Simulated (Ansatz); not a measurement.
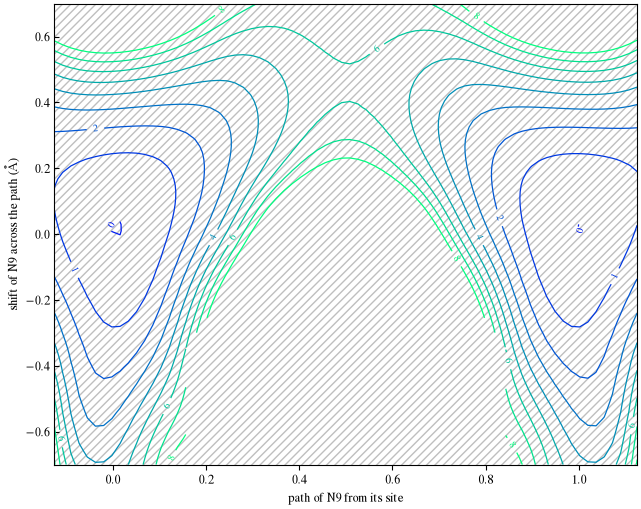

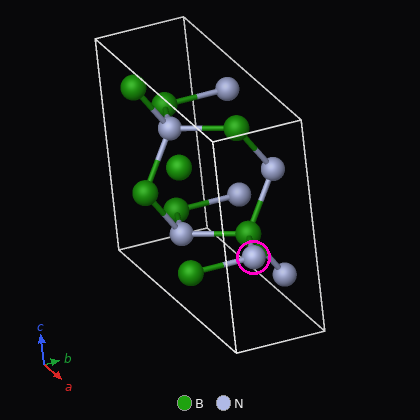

Energy landscape of BN (P6_3mc phase) with one N vacancy (15 atoms in the cell, cell charge +3). An atom moved over a plane that holds its own site and a neighbouring vacancy (x along [−1 −1 −2], y along [1 −3 2], z along [−1 0 0] of the conventional cell). The first coordinate is: path of N9 from its site (0) to the vacancy (1), 2.554 Å; the second: shift of N9 across the path, along the Cartesian direction [2 1 0]. Nothing is relaxed (all other atoms held at the sites of the perfect crystal). Grid: 11 × 9 points; 52 points were computed and 26 follow by symmetry. At 21 points there is no value (left out of the scan, as a rule where atoms come close). Points are written as (first, second). All energies are given in eV per cell relative to the lowest grid point. The lowest point has no gap; 1 points of the grid have one on the k-mesh. The cell is charged on a uniform background, without a charge correction. Method: DFT PBE, scalar-relativistic, plane waves, PAW (Ansatz 0.2.0). Settings: cutoff 420 eV, k-mesh 6×6×6, gaussian smearing 0.05 eV, no spin polarisation.

In the figure: contour lines labelled in eV (none above 8), hatched blanks where no value was computed. Between grid points the surface is interpolated. The second picture is the structure at the lowest point; rings mark the moved atoms.

Where are the wells?

Answer. The lowest grid point is at (0.000, 0.000 Å) [nearest 4 B at 1.57 Å]; the map holds 2 wells of about this depth. It is the only kind of minimum in the scanned range. The highest grid point, (0.625, 0.000 Å) [nearest 1 B at 0.96 Å], lies 13.2 eV above the lowest. On the interpolated surface the easiest way out of the lowest well to a well of about the same depth near (1.000, 0.000 Å) [nearest 4 B at 1.57 Å] passes a barrier of about 5.9 eV.

The input of one point:

```yaml
crystal:
  lattice:
    - [-1.2770455854, -2.2119078376, -4.2240394007]
    - [-1.2770455854, -2.2119078376, 4.2240394007]
    - [-2.5540911709, 4.423815675, 0.0]
  atoms:
    - { symbol: B, position: [0.666752699, 0.6665806343, 0.8333333333] }
    - { symbol: B, position: [0.666752699, 0.6665806343, 0.3333333333] }
    - { symbol: B, position: [0.166752699, 0.1665806343, 0.8333333333] }
    - { symbol: B, position: [0.166752699, 0.1665806343, 0.3333333333] }
    - { symbol: B, position: [0.0834193657, 0.583247301, 0.1666666667] }
    - { symbol: B, position: [0.0834193657, 0.583247301, 0.6666666667] }
    - { symbol: B, position: [0.5834193657, 0.083247301, 0.1666666667] }
    - { symbol: B, position: [0.5834193657, 0.083247301, 0.6666666667] }
    - { symbol: "N", position: [0.8540806343, 0.479252699, 0.3333333333] }
    - { symbol: "N", position: [0.3540806343, 0.979252699, 0.8333333333] }
    - { symbol: "N", position: [0.3540806343, 0.979252699, 0.3333333333] }
    - { symbol: "N", position: [0.270747301, 0.3959193657, 0.1666666667] }
    - { symbol: "N", position: [0.270747301, 0.3959193657, 0.6666666667] }
    - { symbol: "N", position: [0.770747301, 0.8959193657, 0.1666666667] }
    - { symbol: "N", position: [0.770747301, 0.8959193657, 0.6666666667] }
total_charge: 3
basis:
  ecutwfc: 420
kpoints:
  mp_grid: { grid: [6, 6, 6] }
hamiltonian:
  xc: pbe
  pseudopotentials: { kind: paw, azcp: { folder: soft_1 } }
scf:
  occupations: { method: gaussian, width: 0.05 }
output:
  forces: true
  stress: true
  eigenvalues: true
  write_density: true
  write_potential: true
  elf: true
  volumetric_format: npy
```

Each point was launched as `ansatz run input.yaml --threads 4 --pin off --max-ram 8192MiB --backend cpu --events-out ev --progress --plain --runs-dir out`. The whole map (52 points run) took 8.7 min on 4 threads of Intel(R) Xeon(R) 6975P-C (Granite Rapids) (shared host).
